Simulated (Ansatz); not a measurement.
# Calculations on Ti

## 1. Relaxation

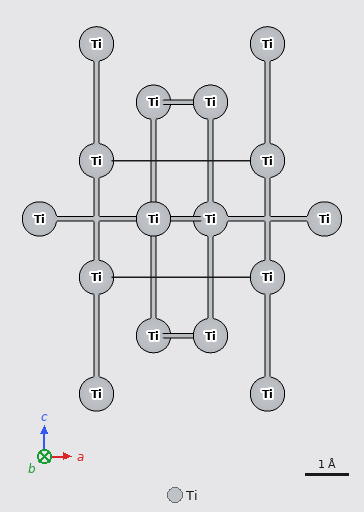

This is the input geometry for a relaxation of solid Ti (set up in P6/mmm). Style: ball-and-stick. Shown: the cell of the calculation, along the b axis.

Case: biaxial strain in the a-b plane of +3.0 %; c and atoms relaxed.

Method: DFT PBEsol, scalar-relativistic, plane waves, PAW in Ansatz 0.2.0.

Input
```yaml
crystal:
  lattice:
    - [4.6507487556, 0.0, 0.0]
    - [-2.3253743778, 4.027666569, 0.0]
    - [0.0, 0.0, 2.7484153596]
  atoms:
    - { symbol: Ti, position: [0.0, 0.0, 0.0] }
    - { symbol: Ti, position: [0.3333333333, 0.6666666667, 0.5] }
    - { symbol: Ti, position: [0.6666666667, 0.3333333333, 0.5] }
basis:
  ecutwfc: 420
kpoints:
  mp_grid: { grid: [12, 12, 18] }
hamiltonian:
  xc: pbesol
scf:
  occupations: { method: gaussian, width: 0.1 }
output:
  forces: true
  stress: true
  eigenvalues: true
relax:
  adjacent_minimum: "off"
  f_tol: 0.008
  max_steps: 40
  cell: { stress_tol: 0.015, fix: [a, b, gamma] }
```

Run as
```bash
ansatz run input.yaml --threads 1 --pin off --max-ram 2560MiB --backend cpu --events-out ev --progress --plain --runs-dir out
```

Q: Where does the relaxation end?

A: Over 2 accepted moves (3 points after the start) the energy falls by 0.5 meV per atom. All forces vanish by symmetry, so only the cell relaxes. The pressure goes from −4.29 to −4.98 GPa. At 1 point the geometry stayed and the basis and grid were re-selected for the new cell (energy shift of less than 0.05 meV per atom at most each time). No atom moves by more than 0.005 Å relative to the cell. The volume changes by +0.6 %, with a = b unchanged at 4.651 Å, c 2.748 → 2.765 Å (+0.6 %). Near-neighbour distances that change, for instance: Ti1–Ti1 2.748 → 2.765 Å. The space group stays P6/mmm (No. 191).

## 2. Relaxation

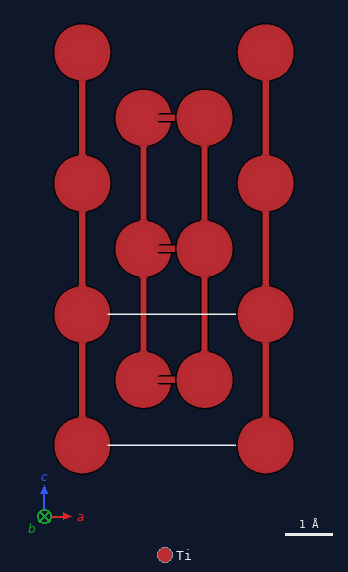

Starting structure of a crystal of Ti (set up in P6/mmm). Style: ball-and-stick. Shown: the cell of the calculation, repeated 1 × 1 × 3 with one cell outlined, along the b axis.

All numbers below come from Ansatz 0.2.0, DFT PBEsol, scalar-relativistic, plane waves, PAW.

Input file:
```yaml
crystal:
  lattice:
    - [4.5673748306, 0.0, 0.0]
    - [-2.2836874153, 3.9554626319, 0.0]
    - [0.0, 0.0, 2.82624427]
  atoms:
    - { symbol: Ti, position: [0.0, 0.0, 0.0] }
    - { symbol: Ti, position: [0.33333333, 0.66666667, 0.5] }
    - { symbol: Ti, position: [0.66666667, 0.33333333, 0.5] }
basis:
  ecutwfc: 420
kpoints:
  mp_grid: { grid: [12, 12, 14] }
hamiltonian:
  xc: pbesol
scf:
  occupations: { method: gaussian, width: 0.1 }
output:
  forces: true
  stress: true
  eigenvalues: true
relax:
  adjacent_minimum: "off"
  f_tol: 0.005
  max_steps: 80
  cell: { stress_tol: 0.05 }
```

Command:
```bash
ansatz run input.yaml --threads 1 --pin off --max-ram 2560MiB --backend cpu --events-out ev --progress --plain --runs-dir out
```

### Predict the outcome.

No atom moves by more than 0.005 Å relative to the cell. Cell: a = b 4.567 → 4.515 Å (−1.1 %), c 2.826 → 2.799 Å (−1.0 %). Volume −3.2 %. Some distances before and after: Ti1–Ti2 2.992 → 2.959 Å, Ti2–Ti3 2.637 → 2.607 Å, Ti1–Ti1 2.826 → 2.799 Å. The space group stays P6/mmm (No. 191). The energy falls by 6.5 meV per atom in 3 accepted moves (4 points after the start). All forces vanish by symmetry, so only the cell relaxes. The pressure goes from −3.71 to −0.01 GPa. The SCF was repeated once at an unchanged geometry on a basis and grid sized afresh for the cell, which shifted the energy by less than 0.05 meV per atom at most.

The end point in the same view:

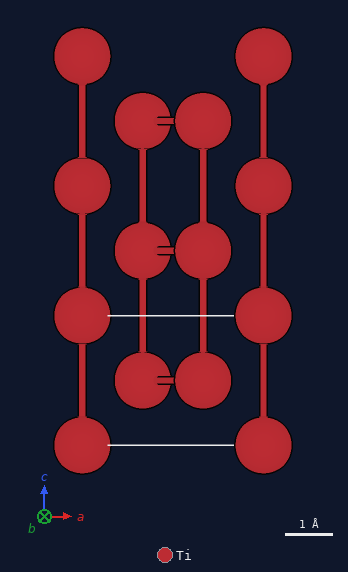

## 3. A change

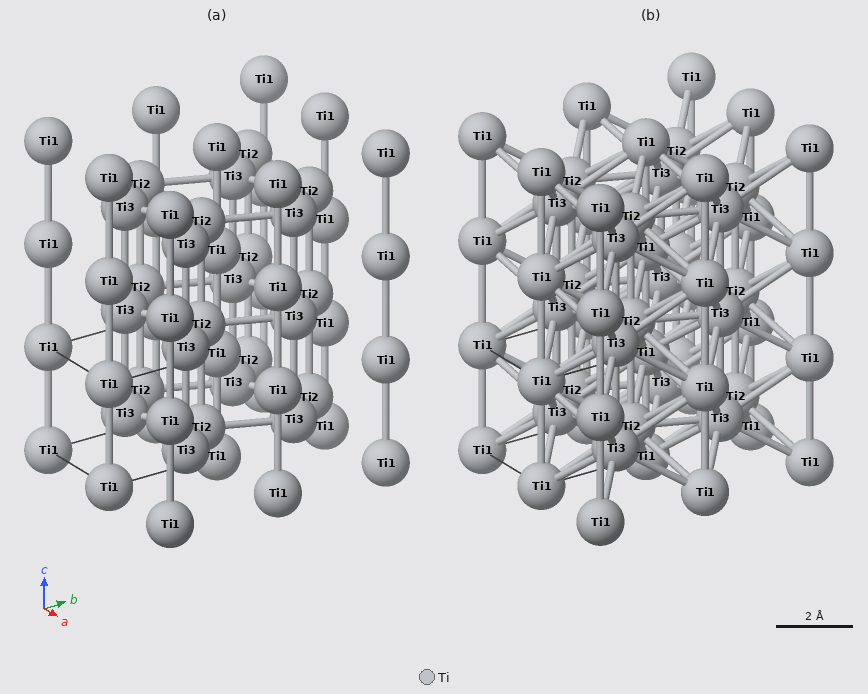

Left: solid Ti (set up in P6/mmm). Right: the same structure after one change, at the same scale. Style: ball-and-stick. Shown: the cell of the calculation, repeated 2 × 2 × 3 with one cell outlined, slightly off an axis.

These are results of DFT PBEsol, scalar-relativistic, plane waves, PAW (Ansatz 0.2.0), not measurements. Settings: plane-wave cutoff 420 eV; k-point mesh 12 × 12 × 18; occupations gaussian; smearing width 0.1 eV; no spin polarisation.

Question: Which change leads from the left to the right?

Answer: Biaxial strain in the a–b plane, −3.0 %, is applied. The c axis and the atoms are relaxed.

Question: How do the computed properties respond?

Answer: Energy change: +25.4 meV per atom. The pressure goes from 0.0 to 5.7 GPa. The principal stresses (compression positive) are 0.0 GPa along c and 8.6 GPa across it. The volume changes by −4.5 %, with a = b 4.515 → 4.380 Å (−3.0 %), c 2.799 → 2.841 Å (+1.5 %). No atom moves by more than 0.005 Å relative to the cell. Some distances before and after: Ti–Ti 2.607 → 2.529 Å, Ti–Ti 2.959 → 2.900 Å, Ti–Ti 2.799 → 2.841 Å. The space group stays P6/mmm (No. 191).

## 4. Series

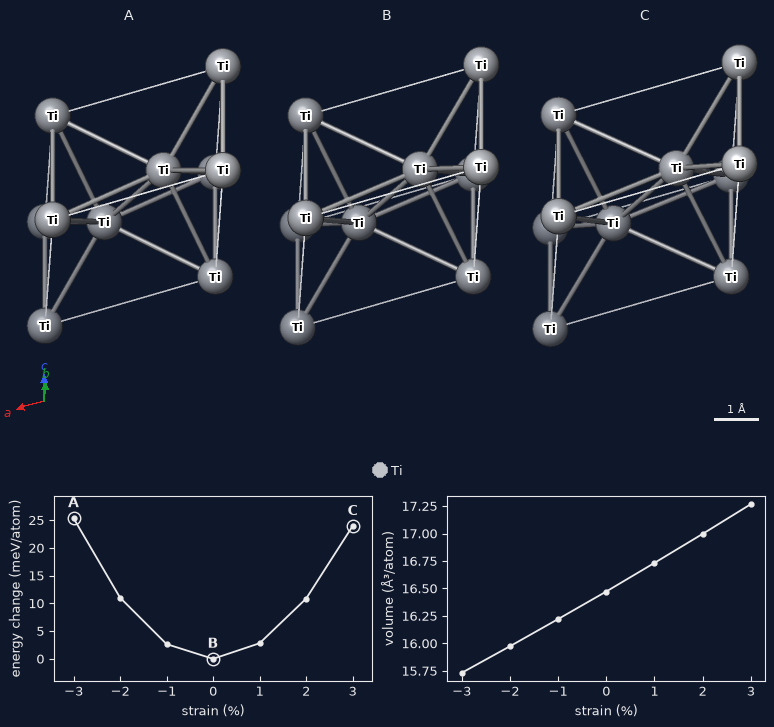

Members of a series of calculations on solid Ti (set up in P6/mmm), marked on the first curve. Style: ball-and-stick. Shown: the cell of the calculation, from a free direction.

Computed with DFT PBEsol, scalar-relativistic, plane waves, PAW in Ansatz. Set-up: plane-wave cutoff 420 eV; k-point mesh 12 × 12 × 18; occupations gaussian; smearing width 0.1 eV; no spin polarisation.

> Describe the series.

Biaxial strain in the a–b plane, c and atoms relaxed. A (strain −3.0 %): energy change 25.4 meV/atom, volume 15.73 Å³ per atom. B (strain 0.0 %): energy change 0.0 meV/atom, volume 16.47 Å³ per atom. C (strain 3.0 %): energy change 23.9 meV/atom, volume 17.27 Å³ per atom. The rest compares A with C. The volume changes by +9.8 %, with a = b 4.380 → 4.651 Å (+6.2 %), c 2.841 → 2.765 Å (−2.7 %). Some distances before and after: Ti–Ti 2.529 → 2.685 Å, Ti–Ti 2.900 → 3.020 Å, Ti–Ti 2.841 → 2.765 Å.
